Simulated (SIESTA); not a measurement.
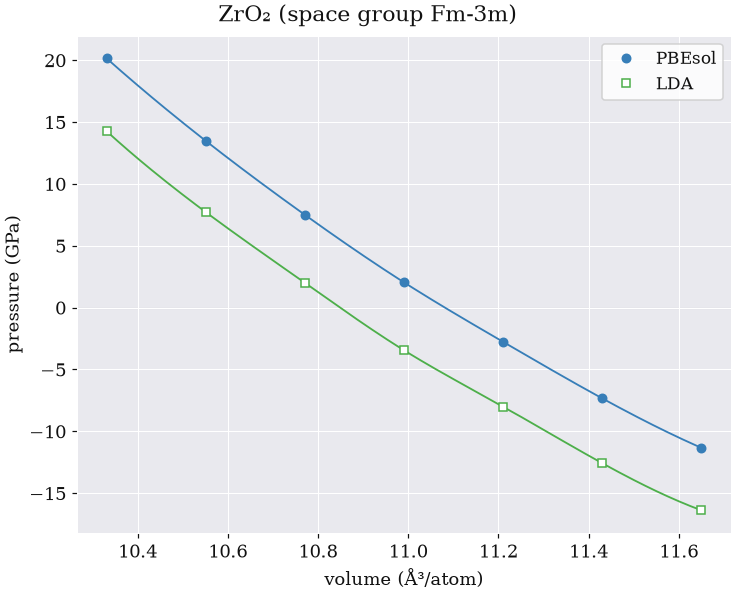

How it was computed, with SIESTA 5.4.2: DFT in numerical atomic orbitals with pseudopotentials, no spin polarisation; energies at scaled volumes of the given cell, shape and fractions fixed, counted from the fit's minimum, third-order Birch-Murnaghan fit. All runs: no spin polarisation.

- k mesh: 9×9×9
- occupations: Fermi–Dirac
- smearing width: 0.05 eV
- potentials: PseudoDojo 0.4 standard, converted to PSML, two zetas on semicore shells

Figure. Pressure against volume, with one curve for each functional, for ZrO₂ (space group Fm-3m).

The fitted equilibrium volumes, smallest first, are LDA 10.847, PBEsol 11.080 Å³/atom. The fitted bulk moduli, smallest first, are PBEsol 249.9, LDA 265.0 GPa. For PBEsol, the pressure falls from 20.15 GPa at volume 10.33 Å³/atom to −11.34 GPa at 11.65 Å³/atom, and changes sign near 11.08 Å³/atom. For LDA, the pressure falls from 14.26 GPa at volume 10.33 Å³/atom to −16.39 GPa at 11.65 Å³/atom, and changes sign near 10.85 Å³/atom.

Limits of the calculation: mulliken charges of long orbitals.
